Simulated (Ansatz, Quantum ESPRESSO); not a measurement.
# Complex bands of AlN, zinc blende type, lattice constant set to 4.312 Å, part 3 of 3

Aim: how fast states decay in the gap of AlN, zinc blende type, lattice constant set to 4.312 Å.

Quantum ESPRESSO 7.5; plane-wave DFT, LDA, GBRV ultrasoft pseudopotentials; cross-check by Ansatz 0.2.0 with PAW datasets.

So far. Step 2 (SCF with pw.x): The run needed 15 iterations to bring the estimated error under 1e-09 Ry.

The structure was built from a prototype and need not be the compound's stable phase.

## Step 4: Complex band structure, with epsproj = 0.001

Level of this step: complex band structure by pwcond; plane-wave DFT, LDA, GBRV ultrasoft pseudopotentials (Quantum ESPRESSO).

A sensitivity test on the input.

The input, cbs.w.in:

```
&inputcond
  outdir = './out'
  prefixl = 'scf'
  band_file = 'cbs.w'
  ikind = 0
  ewind = 4.0
  epsproj = 0.001
  nz1 = 7
  energy0 = 4.48
  denergy = -0.16
/
4
  0.00000000 0.00000000 1.00000000
  0.50000000 0.00000000 1.00000000
  0.50000000 0.50000000 1.00000000
  0.25000000 0.00000000 1.00000000
41
```

Command:

```
$ OMP_NUM_THREADS=1 mpirun -n 2 pwcond.x -in cbs.w.in > cbs.w.out
```

Numbers of over 12 decimals in the logs are rounded to 6 here.

Output:

```text
[banner, memory and clock lines left out]
Program PWCOND v.7.5 starts
[citation notice left out]

[...]
./out/scf.save/

     IMPORTANT: XC functional enforced from input :
     Exchange-correlation= PZ
                           (   1   1   0   0   0   0   0)
     Any further DFT definition will be discarded
     Please, verify this is what you really want

     Reading collected, re-writing distributed wavefunctions

===== INPUT FILE containing the left lead =====

     GEOMETRY:

     lattice parameter (alat)  =       5.7619  a.u.
     the volume                =     270.5222 (a.u.)^3
     the cross section         =      33.1990 (a.u.)^2
     l of the unit cell        =       1.4142 (alat)
     number of atoms/cell      =            4
     number of atomic types    =            2

     crystal axes: (cart. coord. in units of alat)
               a(1) = (  1.0000  0.0000  0.0000 )
               a(2) = (  0.0000  1.0000  0.0000 )
               a(3) = (  0.0000  0.0000  1.4142 )

   Cartesian axes

     site n.     atom                  positions (alat units)
          1        Al     tau(  1)=(  0.0000  0.0000  1.4142  )
          2        N      tau(  2)=(  0.5000  0.0000  0.3536  )
          3        Al     tau(  3)=(  0.5000  0.5000  0.7071  )
          4        N      tau(  4)=(  0.0000  0.5000  1.0607  )

     nr1s                      =           24
     nr2s                      =           24
     nr3s                      =           36
     nr1sx                     =           24
     nr2sx                     =           24
     nr3sx                     =           36
     nr1                       =           25
     nr2                       =           25
     nr3                       =           40
     nr1x                      =           25
     nr2x                      =           25
     nr3x                      =           40

 _______________________________
  Radii of nonlocal spheres:

     type       ibeta     ang. mom.          radius (alat units)
       Al         1         0                    0.3330
       Al         2         1                    0.3330
       Al         3         2                    0.3330
       N          1         0                    0.2097
       N          2         0                    0.2097
       N          3         1                    0.2097
       N          4         1                    0.2097
----- General information -----

----- Complex band structure calculation -----

     nrx                       =           24
     nry                       =           24
     nz1                       =            7

     energy0               =         4.5E+00
     denergy               =        -1.6E-01
     nenergy               =         41
     ecut2d                =         4.0E+01
     ewind                 =         4.0E+00
     epsproj               =         1.0E-03

     number of k_|| points=    4
                       cryst. coord.
        k(    1) = (   0.0000000   0.0000000), wk =   0.2500000
        k(    2) = (   0.5000000   0.0000000), wk =   0.2500000
        k(    3) = (   0.5000000   0.5000000), wk =   0.2500000
        k(    4) = (   0.2500000   0.0000000), wk =   0.2500000
----- Information about left lead -----

     nocros                   =            9
     noins                    =           25
     norb                     =           43
     norbf                    =           43
     nrz                      =           36

      iorb      type   ibeta   ang. mom.   m       position (alat)
        1        1       1        0        1   taunew(   1)=(  0.0000  0.0000  0.0000)
        2        1       2        1        1   taunew(   2)=(  0.0000  0.0000  0.0000)
[...]
43        1       3        2        5   taunew(  43)=(  0.0000  0.0000  1.4142)
    k slab    z(k)  z(k+1)     crossing(iorb=1,norb)
    1   0.0000 0.0393 0.0393   1111111110000000000000000000000000000000000
    2   0.0393 0.0786 0.0393   1111111110000000000000000000000000000000000
[...]
36   1.3749 1.4142 0.0393   0000000000000000000000000000000000111111111
 ngper, shell number =          101          17
 ngper, n2d =          101          52
---  E-Ef =    4.4800000  k =    0.0000000   0.0000000
---  ie =          1  ik =          1
 Nchannels of the left tip =            1
 Right moving states:
   k1(2pi/a)   k2(2pi/a)   E-Ef (eV)
   0.2941007   0.0000000   4.4800000
 Left moving states:
   k1(2pi/a)   k2(2pi/a)   E-Ef (eV)
  -0.2941007   0.0000000   4.4800000

---  E-Ef =    4.3200000  k =    0.0000000   0.0000000
---  ie =          2  ik =          1
 Nchannels of the left tip =            1
 Right moving states:
   k1(2pi/a)   k2(2pi/a)   E-Ef (eV)
   0.2729370   0.0000000   4.3200000
 Left moving states:
   k1(2pi/a)   k2(2pi/a)   E-Ef (eV)
  -0.2729370   0.0000000   4.3200000
[... further energies and points left out ...]
---  E-Ef =   -1.7600000  k =    0.2500000   0.0000000
---  ie =         40  ik =          4
 Nchannels of the left tip =            1
 Right moving states:
   k1(2pi/a)   k2(2pi/a)   E-Ef (eV)
   0.3478873  -0.0000000  -1.7600000
 Left moving states:
   k1(2pi/a)   k2(2pi/a)   E-Ef (eV)
  -0.3478873   0.0000000  -1.7600000

---  E-Ef =   -1.9200000  k =    0.2500000   0.0000000
---  ie =         41  ik =          4
 Nchannels of the left tip =            1
 Right moving states:
   k1(2pi/a)   k2(2pi/a)   E-Ef (eV)
   0.3243850  -0.0000000  -1.9200000
 Left moving states:
   k1(2pi/a)   k2(2pi/a)   E-Ef (eV)
  -0.3243850   0.0000000  -1.9200000

[...]
```

Run time: 20 s. Hardware: 2 MPI ranks of Arm Neoverse V1, shared host; peak memory 0.09 GiB.

The changed values were drawn from a wide range, not chosen for quality; the comparison shows what they did here together.

Beside the run it was changed from:

```
                                       quantity  this run  unchanged run  difference
peak of the smallest κ at the zone centre (Å⁻¹)     0.304          0.304           0
     peak of the smallest κ at (1/2, 1/2) (Å⁻¹)     0.363          0.363           0
                                  wall time (s)        20             52
```

The physical values in this table stay within 0.05 %.

## Step 5: Cross-check with Ansatz

As a check, the same structure is run in Ansatz.

Level of this step: plane-wave DFT, LDA, Ansatz PAW (Ansatz 0.2.0).

The input, input.yaml:

```yaml
crystal:
  lattice:
    - [3.0490444405, 0.0, 0.0]
    - [0.0, 3.0490444405, 0.0]
    - [0.0, 0.0, 4.312]
  atoms:
    - { symbol: Al, position: [0.0, 0.0, 0.0] }
    - { symbol: "N", position: [0.5, 0.0, 0.25] }
    - { symbol: Al, position: [0.5, 0.5, 0.5] }
    - { symbol: "N", position: [0.0, 0.5, 0.75] }
kpoints:
  mp_grid: { grid: [8, 8, 6] }
hamiltonian:
  xc: lda
scf:
  occupations: { method: fixed }
  convergence: { dr2_threshold: 1.0e-09 }
output:
  transmission:
    leads: [[0, 0]]
    kpoints: [[0, 0], [0.5, 0], [0.5, 0.5], [0.25, 0]]
    e_range: [-1.92, 4.48]
    de: 0.16
```

Command:

```
$ ansatz run input.yaml --threads 2 --pin off --max-ram 4096MiB --backend cpu --events-out ev --progress --plain --runs-dir out
```

Output:

```text
Engine: ansatz 0.2.0, aarch64-unknown-linux-gnu
Pseudopotentials: kind: paw
Pseudopotential: Al, paw, valence charge 3, recommended cutoff 420 eV (normal), Al.paw.azcp
Pseudopotential: N, paw, valence charge 5, recommended cutoff 420 eV (normal), N.paw.azcp
Functional definition: SPW92
  exchange = slater_x
  correlation = pw_c
Crystal: 4 atoms, lattice volume = 40.087 Å³
Basis set: ecut = 420 eV, 775 PW (Γ)
Bands: 12, of which v1, the nominal top of the filled ones, is band 8 counted from 1 (7 counted from 0)
Symmetry: 16 space group operations
Space group: F-43m (ITA 216), of the structure as read, at distance tolerance 3.4e-5 Å
k-points: 60 of 384 (time reversal used)
Non-local potential: Al, projectors of the file, l = 0: 2, l = 1: 2, l = 2: 1
Non-local potential: N, projectors of the file, l = 0: 2, l = 1: 2, l = 2: 1
PAW form: soft (Blöchl's): semilocal exchange-correlation on the pseudo side does not see the compensation charge
PAW frozen core: Al, regenerated for the run's functional, and the local potential with it (the file was generated under x = pbe(κ = 0.804, μ = 0.219515), c = pbe(β = 0.066725))
PAW frozen core: N, regenerated for the run's functional, and the local potential with it (the file was generated under x = pbe(κ = 0.804, μ = 0.219515), c = pbe(β = 0.066725))
PAW one-centre angular grid: Al, 110 points (default); XC on 64 Gauss nodes
PAW one-centre angular grid: N, 110 points (default); XC on 64 Gauss nodes
Initial density: superposition of atomic densities (neutral atoms: chi_scale 0, normalization atom), corrected by the library's trained network
Initial wavefunctions: pseudopotential atomic-orbital guess
Functional: x = slater, c = lda
SCF iter   1: F=—  HF=-1779.623118 eV  |F-HF|=—  |Δ(HF+E_count)|=         —  Δρ=9.06e-3  dr2=3.67e-2  ethr=1.77e-3  ⟨swp⟩=4.8  Hψ=4035  notcnv=0  defer=108
preconditioner: auto → none  [insulator: Δε(μ)=3.126 eV  Ē_g=13.296 eV  n_scr=6 (ndim 8)  ℏωp=23.5 eV  f_vac=0.000  ε∞_Penn≈4.1]
SCF iter   2: F=—  HF=-1779.613401 eV  |F-HF|=—  |Δ(HF+E_count)|=   9.72e-3  Δρ=4.82e-3  dr2=5.02e-3  ethr=2.29e-4  ⟨swp⟩=2.5  Hψ=1657  notcnv=0  defer=120
SCF iter   3: F=—  HF=-1779.611756 eV  |F-HF|=—  |Δ(HF+E_count)|=   1.64e-3  Δρ=1.50e-3  dr2=3.55e-4  ethr=3.14e-5  ⟨swp⟩=2.1  Hψ=1218  notcnv=0  defer=115
SCF iter   4: F=—  HF=-1779.611589 eV  |F-HF|=—  |Δ(HF+E_count)|=   1.67e-4  Δρ=1.35e-4  dr2=2.63e-6  ethr=2.22e-6  ⟨swp⟩=2.4  Hψ=1174  notcnv=0  defer=119
SCF iter   5: F=—  HF=-1779.611588 eV  |F-HF|=—  |Δ(HF+E_count)|=   1.19e-6  Δρ=6.75e-6  dr2=8.78e-9  ethr=1.64e-8  ⟨swp⟩=2.3  Hψ=1146  notcnv=0  defer=5
SCF iter   6: F=—  HF=-1779.611588 eV  |F-HF|=—  |Δ(HF+E_count)|=   2.76e-7  Δρ=4.63e-7  dr2=3.63e-11  ethr=6.25e-12  ⟨swp⟩=3.4  Hψ=2376  notcnv=0
SCF iter   7: F=-1779.611588 eV  HF=-1779.611588 eV  |F-HF|=0.00e0  |Δ(HF+E_count)|=  4.55e-13  Δρ=3.42e-8  dr2=3.30e-13  ethr=1.00e-12  ⟨swp⟩=1.0  Hψ=1682  notcnv=0
SCF 1 converged in 7 iterations: F = -1779.611588 eV  dr2 = 3.30e-13
  greatest PAW one-centre occupation: 0.783 electrons in one spin orbital (limit 2), on the N atom at site 3 (counted from 0), in its partial waves of l = 0
transmission: 6 of 24 steps passed
transmission: 12 of 24 steps passed
transmission: 18 of 24 steps passed
transmission: 24 of 24 steps passed
SCF converged after 7 iterations
Free energy (F): -1779.611588 eV
Harris-Foulkes:  -1779.611588 eV  (|F-HF|=0.00e0)
Internal energy: -1779.611588 eV  (E = F + TS)
E sigma→0 (E₀):  -1779.611588 eV
Fermi energy:    7.086696 eV
--- Per-component energies (eV) ---
  E_band       = 32.110916
  E_kinetic    = 321.019064
  E_local      = -439.776218  (includes V_loc(G=0)·N_el)
  E_nonlocal   = 115.828916
  E_hartree    = 150.589362
  E_xc         = -202.083897
  E_vxc        = -216.268548  (∫ρ·V_xc dr)
  E_paw        = -1124.551189  (= ΣΔE_a)
  E_vpaw       = -49.871214  (= ΣTr[D̂ρ^β])
  E_aug_tail   = 0.000182  (compensation charges beyond the density's cutoff)
  E_ewald      = -600.909327
  E_core_change = 0.271521  (= ΣΔE_core)
  E_smearing   = -0.000000  (= −TS)
  E_closure    = -0.000000  (closes the sum)
  Σ components = -1779.611588   (vs F -1779.611588, Δ=0.00e0)
--- Band table (eV; the first three rows and the last of 60) ---
  k-point 0: bands = [... 4 lower, 5.2609, 7.0867, 7.0867, 7.0867, 10.3478, 11.6642, 15.7417, 19.8288]
  k-point 1: bands = [... 4 lower, 5.3623, 6.5189, 6.9364, 6.9364, 10.7717, 12.2723, 15.9397, 19.3828]
  k-point 2: bands = [... 4 lower, 5.6516, 5.6516, 6.5523, 6.5523, 11.9145, 13.2769, 16.5242, 18.4380]
  k-point 59: bands = [... 4 lower, 3.4849, 3.4849, 4.2840, 4.2840, 13.1389, 13.1389, 18.5468, 18.5468]
--- Transmission ---
  basis      : 81 plane waves across, 6 finite elements along
  points     : 4, as listed
  energies   : 41 from -1.920000 to 4.480000 eV about the Fermi level, 0.160000 eV apart; the leads are filled to 1.630550 eV, and channels, transmission and decay are at 1.600000 eV
  crystal 0  : N2Al2, at the sites [0, 0], period 4.3120 Å: whole cells are its period
    offset         : up to 0.0000 Å between an atom of the period and one for which it stands
    channels       : 0.000000e0 a spin
    conductance    : none, the energies end too early or step too widely for 300 K: set another output.transmission.e_range or a lower de, or, where they end at an eighth of basis.ecutwfc, a higher one
    slowest decay  : 0.2942 /Å at (0.0000, 0.0000)
```

Wall time 5.5 s (2 threads); peak memory 0.29 GiB.

Numbers from this step:

```
free energy                                      : -1779.6116 eV
gap by band count                                : 3.261 eV
symmetry operations                              : 16
slowest decay at the grid energy nearest mid-gap : 0.2942 Å⁻¹
peak of the smallest κ at the zone centre        : 0.3056 Å⁻¹
energy of the peak at the zone centre            : 2.24 eV
peak of the smallest κ at (1/2, 1/2)             : 0.3639 Å⁻¹
valence top, on the run's zero                   : 7.087 eV
```

K across = (0, 0) in the cell's reciprocal vectors; values within 0.0025 1/Å of each other count once, columns are sorted by size at each energy, a dash where no further value was kept. Im kz of the slowest decaying states against energy, zero at the highest filled level of the SCF mesh:

```
energy (eV)  decay 1 (Å⁻¹)  decay 2 (Å⁻¹)  decay 3 (Å⁻¹)
     -1.440          0.754              -              -
     -0.960          0.716              -              -
     -0.480          0.676              -              -
      0.000         0.0121         0.0189          0.633
      0.480          0.194          0.400          0.588
      0.960          0.254          0.535           1.42
      1.440          0.287          0.481          0.623
      1.920          0.303          0.416          0.686
      2.560          0.302          0.745           1.27
      3.040          0.173          0.287          0.778
      3.520          0.256          0.802           1.18
      4.000          0.202          0.821           1.13
```

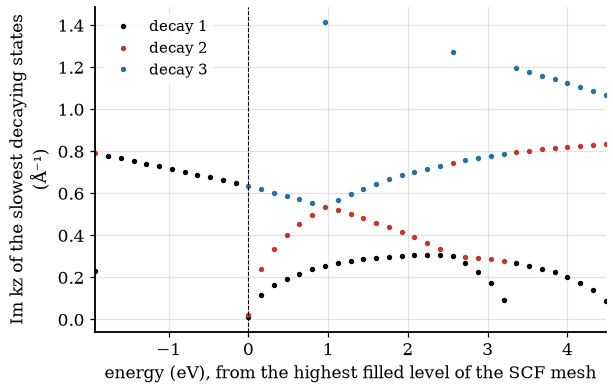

Im kz of the slowest decaying states against energy.

K across = (0, 0) in the cell's reciprocal vectors. Table of Re kz of states that move upwards by energy, zero at the highest filled level of the SCF mesh:

```
energy (eV)  channel 1 (Å⁻¹)  channel 2 (Å⁻¹)  channel 3 (Å⁻¹)
      -1.92           -0.527                -                -
      -1.60           -0.463            0.366            0.366
      -1.12           -0.365            0.670            0.670
      -0.80           -0.622           -0.622           -0.297
      -0.48           -0.456           -0.456           -0.220
       0.00                -                -                -
       0.32                -                -                -
       0.64                -                -                -
       1.12                -                -                -
       1.44                -                -                -
       1.92                -                -                -
       2.24                -                -                -
       2.56                -                -                -
       3.04                -                -                -
       3.36            0.116                -                -
       3.68            0.241                -                -
       4.16            0.359                -                -
       4.48            0.422                -                -
```

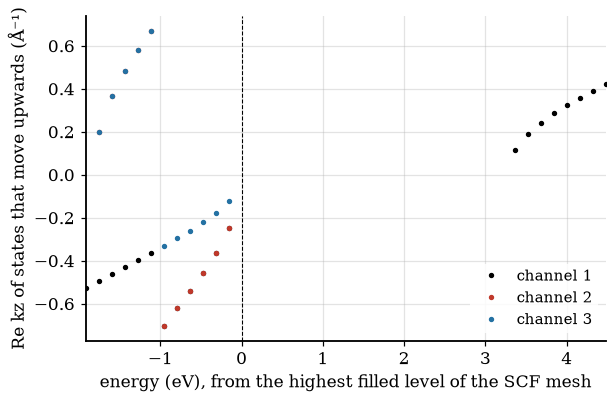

Re kz of states that move upwards against energy.

K across = (1/2, 0) in the cell's reciprocal vectors; values within 0.0025 1/Å of each other count once, columns are sorted by size at each energy, a dash where no further value was kept. Table of Im kz of the slowest decaying states by energy, zero at the highest filled level of the SCF mesh:

```
energy (eV)  decay 1 (Å⁻¹)  decay 2 (Å⁻¹)  decay 3 (Å⁻¹)
     -1.440           1.09           1.49              -
     -0.960          0.889           1.45              -
     -0.480         0.0331          0.189           1.40
      0.000          0.245          0.850           1.35
      0.480          0.333          0.969           1.31
      0.960          0.393           1.02           1.26
      1.440          0.438           1.05           1.20
      1.920          0.472           1.07           1.15
      2.560          0.503           1.07           1.08
      3.040          0.518           1.02           1.07
      3.520          0.525          0.963           1.05
      4.000          0.526          0.903           1.04
```

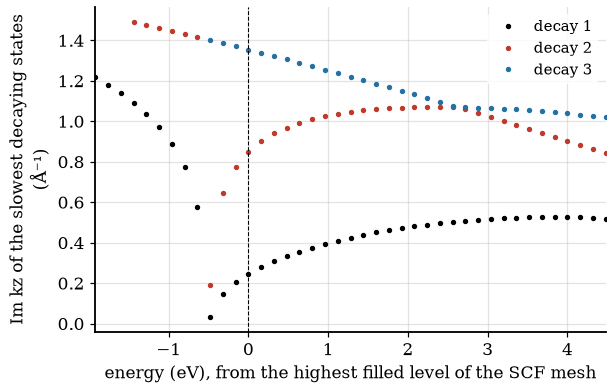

Im kz of the slowest decaying states, plotted against energy.

K across = (1/2, 1/2) in the cell's reciprocal vectors; values within 0.0025 1/Å of each other count once, columns are sorted by size at each energy, a dash where no further value was kept. Im kz of the slowest decaying states against energy, zero at the highest filled level of the SCF mesh:

```
energy (eV)  decay 1 (Å⁻¹)  decay 2 (Å⁻¹)
     -1.440          0.231          0.251
     -0.960          0.308          0.358
     -0.480          0.345          0.426
      0.000          0.361          0.473
      0.480          0.363          0.508
      0.960          0.353          0.533
      1.440          0.332          0.550
      1.920          0.299          0.561
      2.560          0.229          0.568
      3.040          0.134          0.568
      3.520          0.564              -
      4.000          0.555              -
```

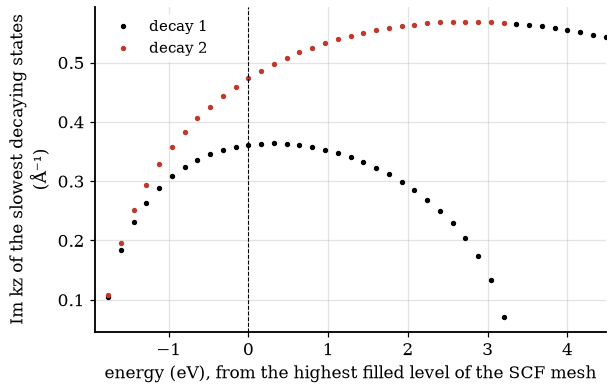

Im kz of the slowest decaying states, plotted against energy.

K across = (1/4, 0) in the cell's reciprocal vectors; values within 0.0025 1/Å of each other count once, columns are sorted by size at each energy, a dash where no further value was kept. The Im kz of the slowest decaying states by energy, zero at the highest filled level of the SCF mesh:

```
energy (eV)  decay 1 (Å⁻¹)  decay 2 (Å⁻¹)  decay 3 (Å⁻¹)
     -1.440          0.144          0.175           1.15
     -0.960          0.139           1.09              -
     -0.480           1.04              -              -
      0.000          0.153          0.202          0.980
      0.480          0.327          0.510          0.923
      0.960          0.401          0.673          0.865
      1.440          0.453          0.788          0.806
      1.920          0.489          0.746          0.882
      2.560          0.522          0.662           1.00
      3.040          0.536          0.595           1.16
      3.520          0.522          0.542           1.15
      4.000          0.439          0.541           1.14
```

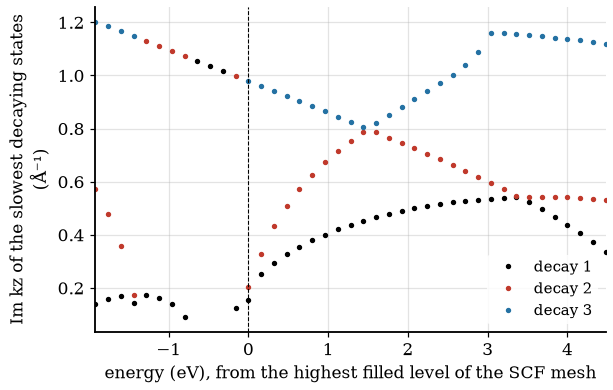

Im kz of the slowest decaying states, plotted against energy.

## Step 6: A check by hand

T falls as exp(−2κd). With κ = 0.294 1/Å, 10 Å of barrier pass exp(−2 × 0.294 × 10) = 0.0028 of that channel, interfaces aside.

## Step 7: Outcome

```yaml
gap_on_the_scf_mesh: 3.23 eV
smallest_kappa_at_mid_gap_among_the_four_k_points_at_the_zone_centre: 0.294 Å⁻¹
peak_of_the_smallest_kappa_in_the_stop_band_at_the_zone_centre: 0.304 Å⁻¹
peak_of_the_smallest_kappa_in_the_stop_band_at_1_over_2_1_over_2: 0.363 Å⁻¹
energy_of_the_peak_at_the_zone_centre_over_the_highest_filled_level: 2.08 eV
peak_at_the_zone_centre_by_ansatz: 0.306 Å⁻¹
```

What this shows: With a gap of 3.23 eV on the mesh, the smallest κ at mid-gap among the four k points, at the zone centre is 0.294 Å⁻¹ (LDA, GBRV ultrasoft). For a barrier with the Fermi level at mid-gap the slowest state found, at the zone centre, loses a factor of ten in probability every 3.9 Å or so. Stop bands away from the zone centre are mostly wider than the gap, so their peaks can lie above the conduction bottom. At the zone centre pwcond's peak is 0.304 and Ansatz's 0.306 1/Å, 1 % apart. The cell is the a/√2 one, turned by 45°, with two primitive cells, so X along [001] folds onto kz = 0. A semilocal gap is too small, often by a third to a half and by more in narrow-gap crystals, so real barriers decay faster.

[Logs are printed without paths, hosts, clocks, repeated set-up lines and the standing remarks that a program may print on its own settings, such as how far it seeks lower states.]

[Hosts, paths, dates, database ids (printed as entryN), source tags and the programs' standing remarks are cut or masked in the printed files.]

[Maps of the electrostatic potential energy from Ansatz leave out the sawtooth potential of an applied field or a dipole correction, so their vacuum need not be flat; planar profiles and work functions include it.]
